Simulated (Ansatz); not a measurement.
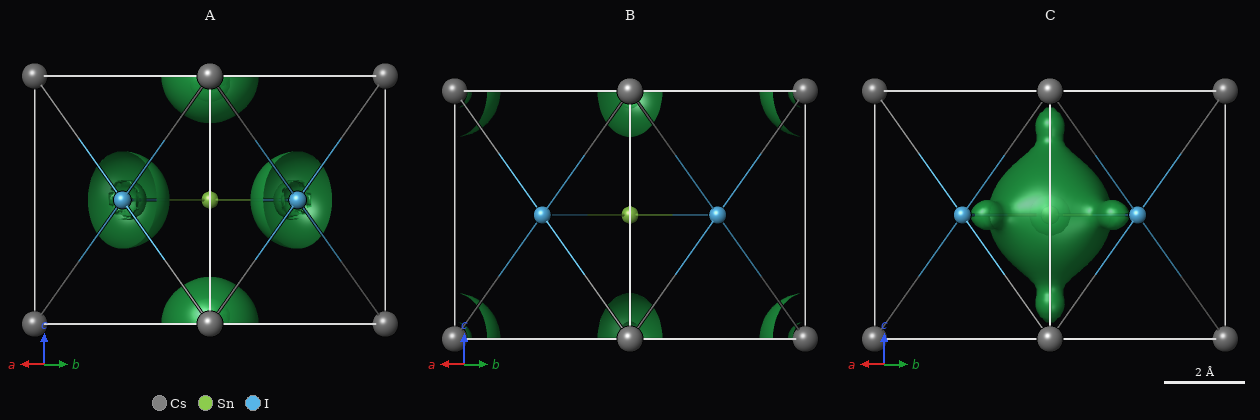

CsSnI3: densities of the states in three energy windows, as isosurfaces (each at a level of its own) in the conventional cell.

Space group Pm-3m. Spin-orbit coupling, left out here, splits and shifts the levels of such heavy elements, by tenths of an eV up to several eV.

Method: DFT r2SCAN, scalar-relativistic, plane waves, PAW (Ansatz).

Core electrons are frozen (PAW), so the fields are smoothed inside the atomic spheres.

Question: Match the panels to the energy ranges (zero at the valence-band maximum): −9.60 to −9.50 eV, −8.9 to −6.4 eV and −5.1 to 0.0 eV.

Answer: Panel A: −5.1 to 0.0 eV, the whole upper valence band, mainly I 5p (90 %).
Panel B: −9.60 to −9.50 eV, a separate group of bands, mainly Cs 5p (over 95 %).
Panel C: −8.9 to −6.4 eV, a separate group of bands, mainly Sn 5s (65 %) and I 5p (30 %).
The characters are Löwdin shares on a minimal set of atomic orbitals.

The run took 18 s on 2 threads of Arm Neoverse N1 (shared host), peak memory 0.98 GiB.
